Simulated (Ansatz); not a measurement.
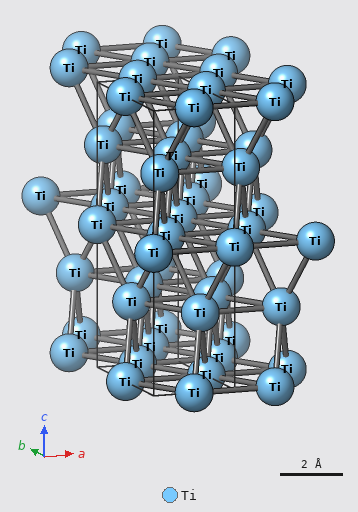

Solid Ti (built on the random type), before the relaxation. The picture is a ball-and-stick view of the conventional cell (4 times the calculation's cell), repeated 2 × 2 × 1 with one cell outlined, seen from a free direction. Lengths and directions refer to the drawn axes.

Case: random cell with space group Fdd2 (No. 43).

All numbers below come from DFT PBE, scalar-relativistic, plane waves, PAW (Ansatz 0.2.0).

Input file:
```yaml
crystal:
  lattice:
    - [0.0, 2.5633114355, 4.7511027995]
    - [1.4171288985, 0.0, 4.7511027995]
    - [1.4171288985, 2.5633114355, 0.0]
  atoms:
    - { symbol: Ti, position: [0.75, 0.75, 0.75] }
    - { symbol: Ti, position: [0.5, 0.5, 0.5] }
basis:
  ecutwfc: 420
kpoints:
  mp_grid: { grid: [22, 22, 22] }
hamiltonian:
  xc: pbe
scf:
  occupations: { method: gaussian, width: 0.1 }
output:
  forces: true
  stress: true
  eigenvalues: true
relax:
  adjacent_minimum: "off"
  f_tol: 0.01
  max_steps: 80
  cell: { stress_tol: 0.05 }
```

Question: What does the optimiser find from here?

Answer: The atoms keep their places relative to the cell (all moves are under 0.005 Å). The drawn cell changes as follows: a 2.834 → 2.863 Å (+1.0 %), b 5.127 → 5.114 Å (−0.2 %), c 9.502 → 9.446 Å (−0.6 %); the volume changes by +0.2 %. Among the contacts that change: Ti1–Ti1 2.834 → 2.863 Å, Ti1–Ti2 2.791 → 2.779 Å. The space group stays Fddd (No. 70). After 3 accepted moves (4 points after the start) the energy has fallen by 0.4 meV per atom. All forces vanish by symmetry, so only the cell relaxes. Pressure: 0.18 GPa at the start and 0.00 GPa at the end. The SCF was repeated once at an unchanged geometry on a basis and grid sized afresh for the cell, which shifted the energy by less than 0.05 meV per atom at most. The run took of the order of 5 core-minutes on a shared host.

Final geometry:

```
Ti
1.0
     0.00000    2.55717    4.72308
     1.43126    0.00000    4.72308
     1.43126    2.55717    0.00000
Ti
2
Cartesian
  2.1469 3.8357 7.0846
  1.4313 2.5572 4.7231
```

The end point in the same view:

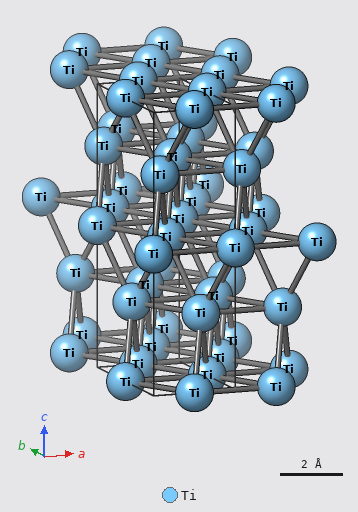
